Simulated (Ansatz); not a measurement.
# Band-structure calculation of PbF2 (part 2 of 2)

PbF2 (6 atoms in the cell); DFT, r2SCAN, plane waves, PAW, no spin polarisation (Ansatz 0.2.0); cutoff 500 eV, 4×6×6 k-mesh, fixed occupations. The structure derives from a Materials Project entry. The geometry comes from this level: r2scan-rvv10.

Geometry of the input (Å; fractional positions):
```
5.8916  0.0000  0.0000
0.0000  2.9458  2.9458
0.0000  -2.9458  2.9458
Pb 0.5000  0.9699  0.9699
Pb 0.0000  0.4699  0.4699
F  0.7500  0.9699  0.4699
F  0.2500  0.4699  0.9699
F  0.7500  0.4699  0.9699
F  0.2500  0.9699  0.4699
```

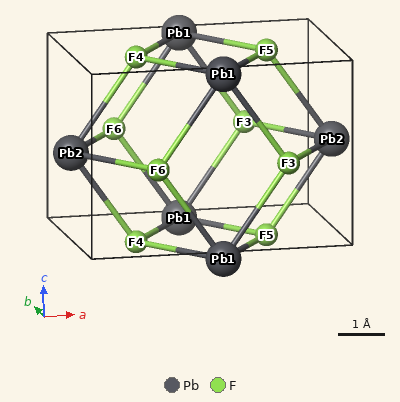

Fig. 1: The structure (ball-and-stick view of the cell of the calculation, seen slightly off an axis; atoms are numbered from 1 in the order of the input). An atom can appear more than once, as a periodic image.

File bands.tsv
```
# k_distance	band_0	band_1	band_2	band_3	band_4	band_5	band_6	band_7	band_8	band_9	band_10	band_11	band_12	band_13	band_14	band_15	band_16	band_17	band_18	band_19	band_20	band_21	band_22	band_23	band_24	band_25	band_26	band_27	band_28	band_29	band_30	band_31	band_32
# fermi_ev = 4.942111
# lock_threshold_ev = 1e-6
# [0, 0, 0] at k_distance = 0.000000
# [0, 0.5000003615, -0.5000003615] at k_distance = 1.066460
# [0.2499995995, 0.6250004714, -0.3750002517] at k_distance = 1.443511
# [0.7499987986, 0.3750002711, -0.3750002711] at k_distance = 2.096581
# [0.4999991991, 0.5000004005, 0.0000000389] at k_distance = 2.749652
# [0.4999991991, 0.5000003615, -0.5000003615] at k_distance = 3.503753
# [0, 0.4500003254, -0.4500003254] at k_distance = 4.047543
# levels_relative_to = fermi_ev
# free_energy_ev = -27084.470368
# largest_residual_norms_ev = 1.963e-4 2.200e-4 2.688e-4 2.300e-4 1.071e-3 7.097e-4 1.040e-3 1.082e-3 1.404e-3 9.975e-4 9.505e-4 1.254e-3 2.475e-4 2.025e-4 4.380e-4 6.596e-4 8.808e-4 1.576e-3 1.167e-3 1.237e-3 1.122e-3 1.169e-3 8.880e-4 1.169e-3 1.069e-3 1.208e-3 1.536e-3 1.714e-3 2.349e-3 1.937e-3 1.826e-3 2.316e-3 1.565e-3
0.000000	-22.561038	-22.286978	-22.173140	-21.944898	-14.941089	-14.941089	-14.941087	-14.929632	-14.890312	-14.890312	-14.865305	-14.847277	-14.847277	-14.703544	-6.598989	-4.535210	-3.876139	-3.876138	-2.795517	-2.795508	-2.795508	-2.284084	-2.284083	-2.284068	-1.862886	-1.858210	-1.858209	-0.144527	4.924435	7.316035	7.316047	7.316047	8.508093
1.066460	-22.286982	-22.286982	-22.173137	-22.173137	-14.929632	-14.929632	-14.865306	-14.865306	-14.847276	-14.847276	-14.847276	-14.847276	-14.703546	-14.703546	-6.598998	-6.598997	-3.876140	-3.876139	-3.876132	-3.876132	-1.862895	-1.862895	-1.858212	-1.858211	-1.858201	-1.858200	-0.144512	-0.144511	4.924437	4.924437	8.508087	8.508088	8.508102
1.443511	-22.308543	-22.251772	-22.210565	-22.160120	-14.918176	-14.917682	-14.878994	-14.877163	-14.863563	-14.859542	-14.837728	-14.804915	-14.746645	-14.746001	-6.516467	-6.372594	-3.814501	-3.810373	-3.639729	-3.521521	-2.363358	-2.305976	-2.031209	-2.014356	-1.896710	-1.870692	-0.241940	-0.037100	5.383401	5.839010	7.114060	7.864190	8.213725
2.096581	-22.308542	-22.251772	-22.210565	-22.160121	-14.918176	-14.917682	-14.878994	-14.877163	-14.863563	-14.859542	-14.837728	-14.804915	-14.746645	-14.746001	-6.516467	-6.372595	-3.814502	-3.810372	-3.639728	-3.521519	-2.363359	-2.305979	-2.031208	-2.014356	-1.896711	-1.870693	-0.241938	-0.037099	5.383405	5.839013	7.114057	7.864185	8.213723
2.749652	-22.273107	-22.273107	-22.205814	-22.205814	-14.928924	-14.928924	-14.928923	-14.928923	-14.856147	-14.856147	-14.856147	-14.856147	-14.725325	-14.725325	-6.032550	-6.032550	-3.332818	-3.332818	-2.987244	-2.987244	-2.987240	-2.987240	-2.461335	-2.461335	-2.461333	-2.461333	-0.078044	-0.078044	5.359801	5.359801	8.292377	8.292377	8.292379
3.503753	-22.230438	-22.230438	-22.230438	-22.230437	-14.913066	-14.913066	-14.880638	-14.880638	-14.847230	-14.847230	-14.778456	-14.778456	-14.778456	-14.778456	-6.543748	-6.543748	-4.049739	-4.049739	-2.982660	-2.982660	-2.982655	-2.982655	-1.928027	-1.928027	-1.792891	-1.792891	0.000000	0.000000	6.601290	6.601290	6.601298	6.601299	7.877508
4.047543	-22.293971	-22.284238	-22.175941	-22.167751	-14.928538	-14.928406	-14.866413	-14.865918	-14.849657	-14.849657	-14.847271	-14.844034	-14.709047	-14.707367	-6.593930	-6.562018	-3.892965	-3.854114	-3.854107	-3.835725	-1.922279	-1.888104	-1.881523	-1.866481	-1.866469	-1.839529	-0.185985	-0.130230	4.927652	5.009821	8.369120	8.396131	8.483486
```

File rho_z.tsv
```
# z_ang	rho[e/angstrom^3]
# format = ansatz-planar-average/11
# lattice	5.891618241	0.000000000	0.000000000
# lattice	0.000000000	2.945815969	2.945816428
# lattice	0.000000000	-2.945815969	2.945816428
# sites	6
# site	82	2.945809120	0.000000000	5.714349050
# site	82	0.000000000	0.000000000	2.768532622
# site	9	4.418713681	1.472907984	4.241515450
# site	9	1.472904560	-1.472907984	4.241515450
# site	9	4.418713681	-1.472907984	4.241515450
# site	9	1.472904560	1.472907984	4.241515450
0.000000	1.106659e0
0.130188	9.064193e-1
0.260376	6.607054e-1
0.390564	4.465561e-1
0.520752	2.952203e-1
0.650940	1.999757e-1
0.781127	1.482836e-1
0.911315	1.316973e-1
1.041503	1.459252e-1
1.171691	1.947368e-1
1.301879	2.863577e-1
1.432067	4.330239e-1
1.562255	6.428998e-1
1.692443	8.884955e-1
1.822631	1.095240e0
1.952819	1.180387e0
2.083007	1.106659e0
2.213195	9.064193e-1
2.343382	6.607054e-1
2.473570	4.465561e-1
2.603758	2.952203e-1
2.733946	1.999757e-1
2.864134	1.482836e-1
2.994322	1.316973e-1
3.124510	1.459252e-1
3.254698	1.947368e-1
3.384886	2.863577e-1
3.515074	4.330239e-1
3.645262	6.428998e-1
3.775449	8.884955e-1
3.905637	1.095240e0
4.035825	1.180387e0
```

File v_z.tsv
```
# z_ang	v_es[eV]	v_tot[eV]
# format = ansatz-planar-average/11
# xc	r2scan
# density_cutoff_ev	2000
# datasets	Pb=:simpson_from_first_knot:soft:shift=0	F=:simpson_from_first_knot:soft:shift=0
# lattice	5.891618241	0.000000000	0.000000000
# lattice	0.000000000	2.945815969	2.945816428
# lattice	0.000000000	-2.945815969	2.945816428
# sites	6
# site	82	2.945809120	0.000000000	5.714349050
# site	82	0.000000000	0.000000000	2.768532622
# site	9	4.418713681	1.472907984	4.241515450
# site	9	1.472904560	-1.472907984	4.241515450
# site	9	4.418713681	-1.472907984	4.241515450
# site	9	1.472904560	1.472907984	4.241515450
0.000000	3.082332e-1	-1.196283e1
0.130188	1.063442e0	-1.076872e1
0.260376	2.332049e0	-8.745636e0
0.390564	3.985837e0	-6.135341e0
0.520752	5.777461e0	-3.342409e0
0.650940	7.082792e0	-1.111194e0
0.781127	7.883953e0	4.052128e-1
0.911315	8.271800e0	1.074484e0
1.041503	7.931460e0	4.910477e-1
1.171691	7.154485e0	-9.760310e-1
1.301879	5.898112e0	-3.149026e0
1.432067	4.121421e0	-5.924407e0
1.562255	2.443529e0	-8.567990e0
1.692443	1.142259e0	-1.064329e1
1.822631	3.454609e-1	-1.190491e1
1.952819	8.406097e-2	-1.230621e1
2.083007	3.082332e-1	-1.196283e1
2.213195	1.063442e0	-1.076872e1
2.343382	2.332049e0	-8.745636e0
2.473570	3.985837e0	-6.135341e0
2.603758	5.777461e0	-3.342409e0
2.733946	7.082792e0	-1.111194e0
2.864134	7.883953e0	4.052128e-1
2.994322	8.271800e0	1.074484e0
3.124510	7.931460e0	4.910477e-1
3.254698	7.154485e0	-9.760310e-1
3.384886	5.898112e0	-3.149026e0
3.515074	4.121421e0	-5.924407e0
3.645262	2.443529e0	-8.567990e0
3.775449	1.142259e0	-1.064329e1
3.905637	3.454609e-1	-1.190491e1
4.035825	8.406097e-2	-1.230621e1
```

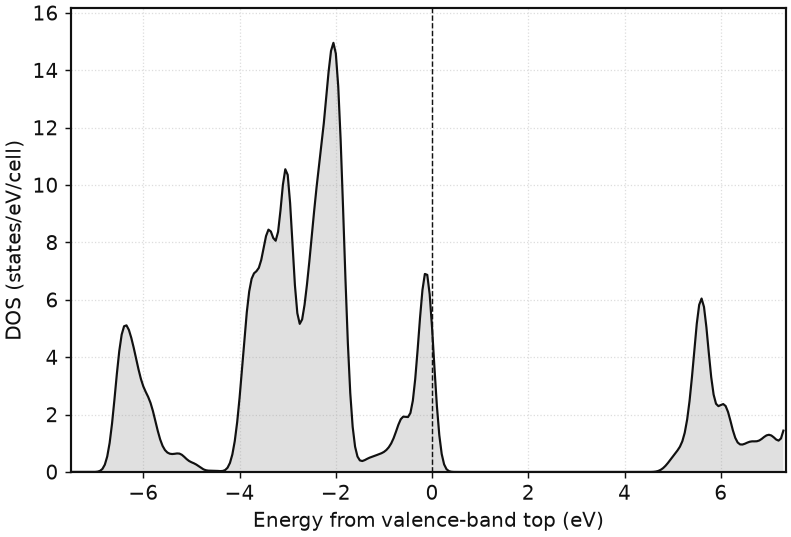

Fig. 2: Density of states (the curve is built from the levels of the k mesh with Gaussians 0.3 eV wide, which also blur the band edges), with energies from the valence-band top. There is a gap of 4.92 eV on the k-point mesh. Small ripples come from the finite k-point mesh.

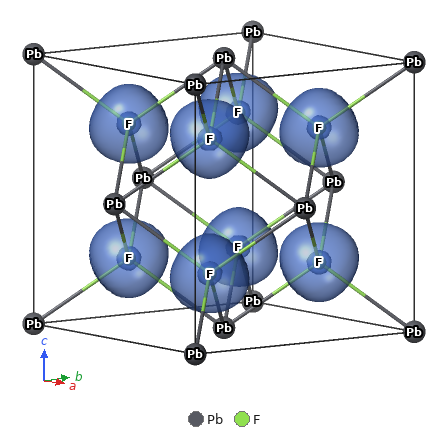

Fig. 3: Isosurface of the ELF at 0.65 (blue), seen at an oblique angle. Core shells and regions of very low density are left out. Sticks mark near contacts. The outline is the cell set on symmetry axes. Values along the shortest contacts: Pb–F (2.55 Å): the ELF is about 0.10 at the midpoint (ionic bonding with no shared pair). The fields are those of the smooth PAW valence density.

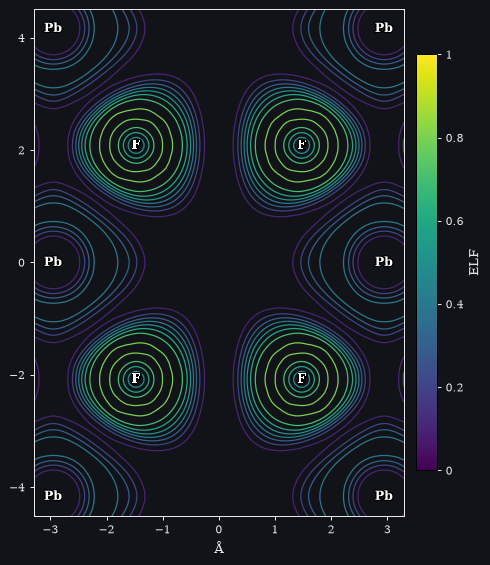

Fig. 4: Electron localisation function on the (101) plane of the conventional cell. The section cuts through Pb and F sites.

Summary

```json
{"quantity": "outcome", "value": "converged"}
{"quantity": "space group (tolerance 0.01 Å)", "value": "Fm-3m (225)"}
{"quantity": "electrons treated", "value": "56"}
{"quantity": "free energy", "value": "−27084.4704 eV"}
{"quantity": "Fermi energy", "value": "4.942 eV"}
{"quantity": "gap on the k-point mesh", "value": "4.92 eV"}
{"quantity": "pressure", "value": "1.20 GPa"}
{"quantity": "largest force (length of the vector)", "value": "under 0.001 eV/Å"}
{"quantity": "hardware", "value": "4 threads of AMD EPYC (Zen 5), 32 GiB of memory available, shared host"}
{"quantity": "wall time", "value": "2.8 s (CPU time 10 s)"}
{"quantity": "peak memory", "value": "0.67 GiB"}
```

Remarks

Notes on the run: the structure was made exactly symmetric. Spin–orbit coupling is left out, which matters for Pb.
